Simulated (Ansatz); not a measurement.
System: Al₈N (slab).

```
CELL_PARAMETERS angstrom
2.85432 0.00000 0.00000
-1.42716 2.47192 0.00000
0.00000 0.00000 33.47606
ATOMIC_POSITIONS crystal
Al 0.33333 0.66667 0.11949
Al 0.00000 0.00000 0.18956
Al 0.66667 0.33333 0.25964
Al 0.00000 0.00000 0.32971
Al 0.33333 0.66667 0.39922
Al 0.00000 0.00000 0.46965
Al 0.66667 0.33333 0.54010
Al 0.00000 0.00000 0.61166
N 0.22222 0.77778 0.72129
```

Not relaxed (largest force 0.4 eV/Å); computed without spin polarisation.

Theory: DFT PBE, scalar-relativistic, plane waves, PAW in Ansatz 0.2.0.

Q: Predict the valence pseudo-density and electron localisation function between the atoms.

A: Al–Al (2.85 Å): ρ at the midpoint is about 0.2 e/Å³; the ELF peaks at about 0.65 between the atoms.

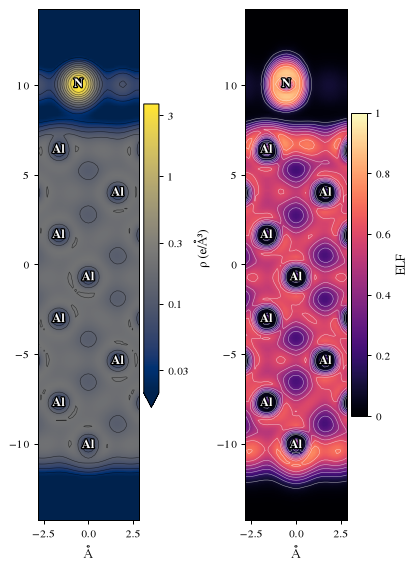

Computed valence pseudo-density and electron localisation function on the (110) plane of the calculation cell, a cut from vacuum to vacuum, in this order. 

Core electrons are frozen (PAW), and the valence fields are smoothed inside the atomic spheres.
